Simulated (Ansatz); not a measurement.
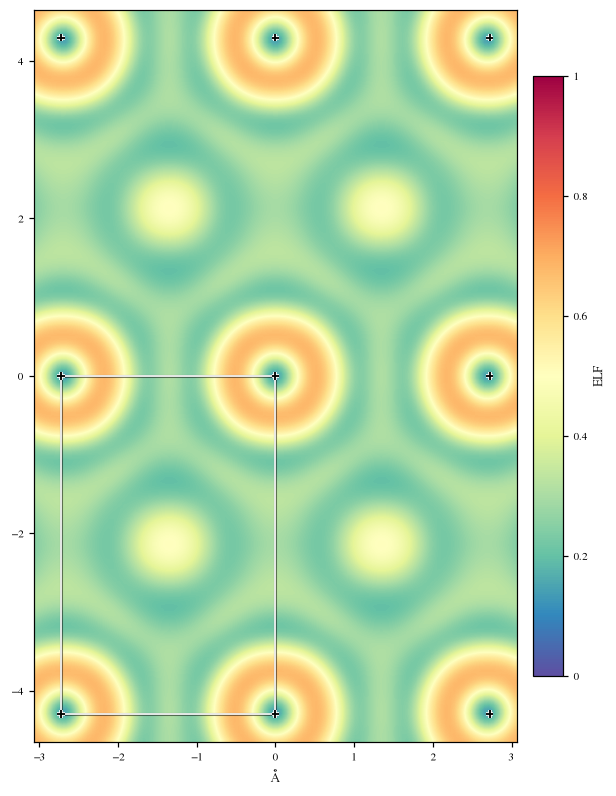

The ELF on a plane through atoms (crosses mark nuclei in the plane).

All numbers below come from DFT PBE, scalar-relativistic, plane waves, PAW in Ansatz 0.2.0.

Candidates:
A. Ru, a = 2.72 Å, b = 2.72 Å, c = 4.30 Å, α = 90.00°, β = 90.00°, γ = 120.00°. Space group P6₃/mmc; computed without spin polarisation.
B. HfO$_{2}$, a = 5.10 Å, b = 5.10 Å, c = 5.10 Å, α = 90.00°, β = 90.00°, γ = 90.00°. Space group Fm-3m.

### Which candidate gave the map?

Candidate A: Ru on the (100) plane of the conventional cell, which holds Ru. Ru–Ru (2.72 Å): the ELF is about 0.30 at the midpoint.
